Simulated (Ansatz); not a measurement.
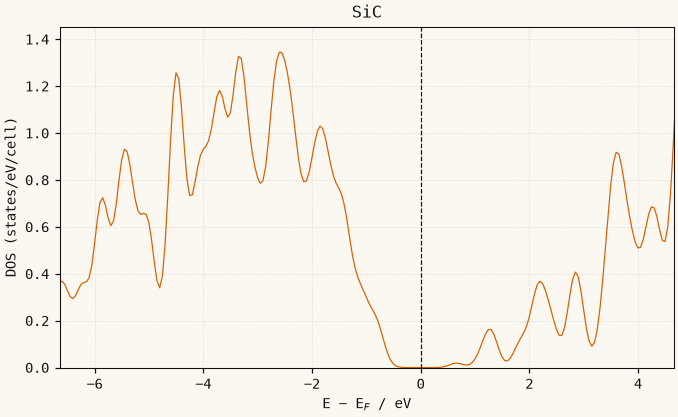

Density of states. Energies are counted from the Fermi level. The curve is built from the levels of the k mesh with Gaussians 0.3 eV wide, which also blur the band edges.

This input was run:

```
crystal:
  lattice:
    - [-0.0169860927, 2.1828467819, 2.1828467819]
    - [2.1828467819, -0.0169860927, 2.1828467819]
    - [2.1828467819, 2.1828467819, -0.0169860927]
  atoms:
    - { symbol: Si, position: [-0.0003253515, -0.0003253515, -0.0003253515] }
    - { symbol: C, position: [0.2503253515, 0.2503253515, 0.2503253515] }
kpoints:
  mp_grid: { grid: [10, 10, 10] }
  band_path:
    path:
      - [0.0, 0.0, 0.0]
      - [-0.5, -0.5, 0.0]
      - [-0.375, -0.375, 0.25]
      - [-0.375, 0.0, 0.375]
      - [0.0, 0.0, 0.5]
      - [-0.5, -0.25, 0.25]
      - [0.0, 0.5, 0.5]
    npoints: 1
hamiltonian:
  xc: pbe
scf:
  occupations: { method: fermi_dirac, width: 0.02 }
  n_extra_bands: 4
output:
  forces: true
  stress: true
  eigenvalues: true
```

Command:
```bash
ansatz run input.yaml --threads 2 --pin off --max-ram 20275MiB --backend cpu --events-out ev --progress --plain --runs-dir out
```

**Metal or insulator, going by the density of states?**

There is a gap; over the k points computed it is 1.30 eV (indirect; the smallest direct gap is 4.46 eV).
